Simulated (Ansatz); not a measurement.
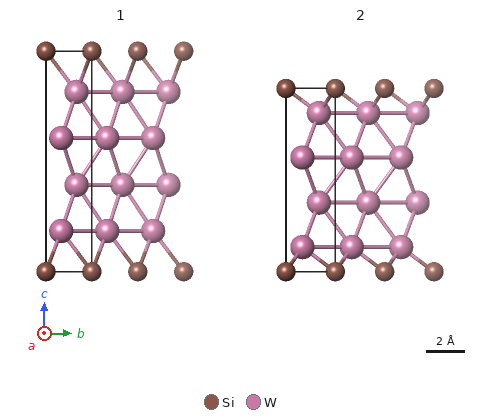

Two geometries of a crystal of SiW$_{4}$ (a generated structure, set up in P-3m1) (coarse preliminary run), drawn at one scale. One is the start of a relaxation, the other its converged end. Style: ball-and-stick. Shown: the cell of the calculation, repeated 1 × 3 × 1 with one cell outlined, along the a axis.

Theory: Ansatz 0.2.0, DFT PBE, scalar-relativistic, plane waves, PAW. Set-up: plane-wave cutoff 420 eV; k-point mesh 6 × 6 × 2; occupations gaussian; smearing width 0.1 eV; no spin polarisation; cell and atoms relaxed; force threshold 0.04 eV/Å; at most 70 steps.

Which geometry has the lower energy?

Answer. Structure 1 is the relaxed one. The largest moves relative to the cell, 0.59 Å, are those of W atoms. Si stays in place. The volume changes by +4.2 %, with a = b 3.006 → 2.797 Å (−7.0 %), c 9.667 → 11.632 Å (+20.3 %). Near-neighbour distances that change, for instance: W–W 3.121 → 4.587 Å, Si–W 2.167 → 2.686 Å, W–W 3.006 → 2.797 Å, W–W 2.947 → 2.952 Å. Bond angles that change, for instance: W–Si–W 92.1° → 117.3°, W–Si–W 87.9° → 62.7°. The space group stays P-3m1 (No. 164). The energy falls by 4.673 eV per cell of the calculation in 13 accepted moves (17 points after the start). The largest force component goes from 8.2 to 0.006 eV/Å. The pressure goes from 34.12 to 0.08 GPa. The line search rejected the trial steps at points 4, 10 of the run. The SCF was repeated twice at an unchanged geometry on a basis and grid sized afresh for the cell, which shifted the energy by 21.4 meV per cell of the calculation at most. Cost: 49 s on 1 thread of Arm Neoverse V1, with other jobs on the host, peak memory 0.35 GiB.
